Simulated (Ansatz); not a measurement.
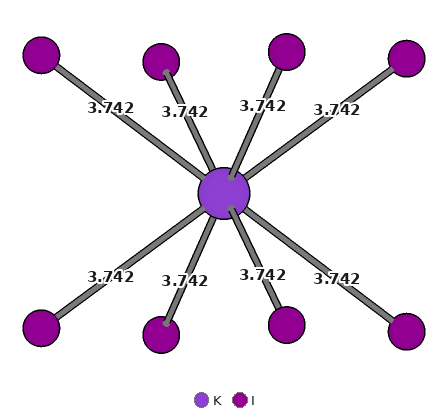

The surroundings of site K1 (at 0.000, 0.000, 0.000) in KI (Pm-3m, No. 221), with bond lengths in Å.

The cell is taken from the end point of a relaxation with DFT, HSE06, plane waves, PAW in Ansatz; the starting structure was generated, so it need not be a known form of this composition.

```yaml
crystal:
  lattice:
    - [4.32127, 0.00000, 0.00000]
    - [0.00000, 4.32127, 0.00000]
    - [0.00000, 0.00000, 4.32127]
  atoms:
    - { symbol: K, position: [0.00000, 0.00000, 0.00000] }
    - { symbol: I, position: [0.50000, 0.50000, 0.50000] }
```

Bond valence s = exp((R0 − d)/b), R0 fitted to published crystal structures with b = 0.37 Å; R0 in Å: K+–I 2.916.

### Calculate the bond-valence sum of K1 from the bonds drawn.

8 × 0.107 = 0.86 v.u., against a formal valence of 1: underbonded (bonds long for this ion) by 0.14.

### And over the whole structure?

| site | x, y, z | formal valence | bond-valence sum | difference |
| --- | --- | --- | --- | --- |
| K1 | 0.000, 0.000, 0.000 | +1 | 0.86 | -0.14 |
| I1 | 0.500, 0.500, 0.500 | −1 | 0.86 | -0.14 |

These sums include all anions within 5 Å. The global instability index (root mean square of the differences over all atoms) is 0.14 v.u.: moderate strain, common in real structures.
